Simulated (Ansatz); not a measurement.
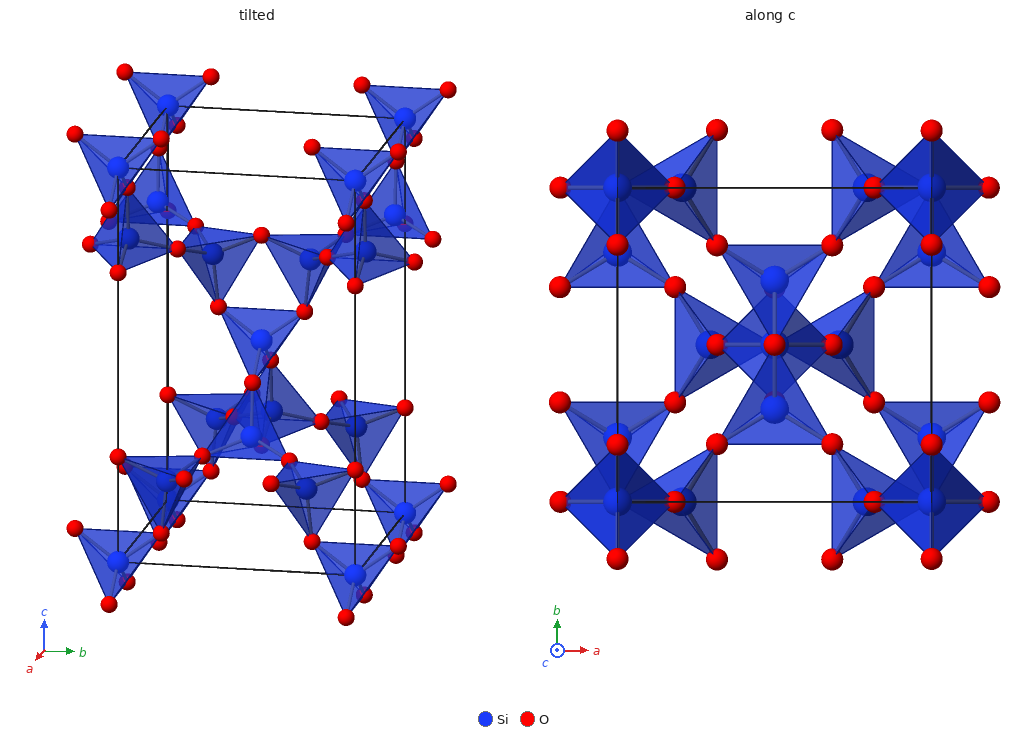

Crystal structure, polyhedral style, seen slightly off an axis and along the c axis. Atoms at the boundary of the conventional unit cell (the box) are drawn once for each face, edge or corner they touch. Some atoms of the next cells are drawn as well.

SiO2, space group I-4m2 (No. 119), a = 7.19 Å, b = 7.19 Å, c = 12.13 Å, α = 90.00°, β = 90.00°, γ = 90.00°.

The numbers come from DFT, HSE06, plane waves, PAW in Ansatz 0.2.0, using plane-wave cutoff 420 eV, k-points about 0.31 Å⁻¹ apart, no spin polarisation.

Q: Classify it as metallic or gapped, with the value.

A: An insulator at this level, with a gap of 7.47 eV, direct.

Q: Under what pressure is the structure?

A: The computed pressure is -0.2 GPa (stretched: it would shrink).

Provenance: a structure listed in the Materials Project. Earlier steps of the study, as a rule a relaxation of our own, may have changed the cell and positions, so they can lie some per cent off the listed ones. A calculation with Ansatz used it as input.
